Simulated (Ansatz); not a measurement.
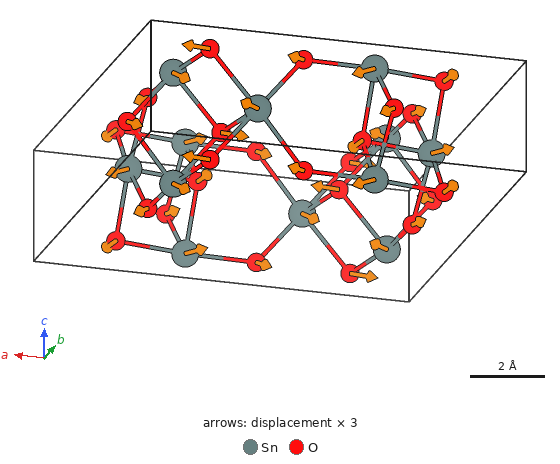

This is a relaxation of crystalline SnO2 (set up in I4/m). The starting structure is drawn; orange arrows show the displacements (the part carried along by the change of the cell is left out), 3 times their true length.

Style: ball-and-stick. Shown: the conventional cell (2 times the calculation's cell), from a free direction. Lengths and directions refer to the drawn axes.

The run lets cell and atoms move.

Theory: Ansatz 0.2.0, Kohn-Sham DFT of a periodic cell, PBEsol, Ansatz PAW.

The input:
```yaml
crystal:
  lattice:
    - [-5.37331, 5.37331, 1.616233]
    - [5.37331, -5.37331, 1.616233]
    - [5.37331, 5.37331, -1.616233]
  atoms:
    - { symbol: Sn, position: [0.3510765, 0.8310675, 0.182144] }
    - { symbol: Sn, position: [0.8310675, 0.6489235, 0.479991] }
    - { symbol: Sn, position: [0.1689325, 0.3510765, 0.520009] }
    - { symbol: Sn, position: [0.6489235, 0.1689325, 0.817856] }
    - { symbol: O, position: [0.2056015, 0.1549285, 0.36053] }
    - { symbol: O, position: [0.8450715, 0.2056015, 0.050673] }
    - { symbol: O, position: [0.7943985, 0.8450715, 0.63947] }
    - { symbol: O, position: [0.1549285, 0.7943985, 0.949327] }
    - { symbol: O, position: [0.1610445, 0.5429605, 0.704005] }
    - { symbol: O, position: [0.5429605, 0.8389555, 0.381916] }
    - { symbol: O, position: [0.4570395, 0.1610445, 0.618084] }
    - { symbol: O, position: [0.8389555, 0.4570395, 0.295995] }
hamiltonian:
  xc: pbesol
  pseudopotentials: { kind: paw }
kpoints:
  mp_grid: { grid: [7, 7, 7] }
scf:
  occupations: { method: fermi_dirac, width: 0.05 }
output:
  forces: true
  stress: true
  eigenvalues: true
relax:
  f_tol: 0.01
  max_steps: 40
  cell: { stress_tol: 0.05, p_target: 20.0 }
```

Run as
```bash
ansatz run input.yaml --threads 4 --pin off --max-ram 11264MiB --backend cpu --events-out ev --progress --plain --runs-dir out
```

Question: What did the optimiser do to the structure, and how much energy did it gain?

Answer: Over 9 accepted moves (12 points after the start) the energy rises by 1.918 eV per cell of the calculation. With the target pressure of 20 GPa, the enthalpy E + pV changes by −2.647 eV per cell of the calculation. The largest force component goes from 0.42 to 0.0039 eV/Å. The pressure goes from −4.62 to 19.97 GPa. At 3 points the geometry stayed and the basis and grid were re-selected for the new cell (energy shift of 68.9 meV per cell of the calculation at most each time). The largest moves relative to the cell, 0.29 Å, are those of O atoms. Largest moves by element: O 0.29 Å, Sn 0.27 Å. The drawn cell changes as follows: a = b 10.747 → 9.770 Å (−9.1 %), c 3.232 → 3.145 Å (−2.7 %); the volume changes by −19.6 %. Near-neighbour distances that change, for instance: O–Sn 2.064 → 1.939 Å, O–Sn 2.112 → 2.028 Å, O–Sn 2.106 → 2.045 Å, O–Sn 2.144 → 2.117 Å. Bond angles that change, for instance: O–Sn–O 93.3° → 82.2°, O–Sn–O 93.3° → 101.9°, O–Sn–O 171.8° → 164.8°. The space group stays I4/m (No. 87).
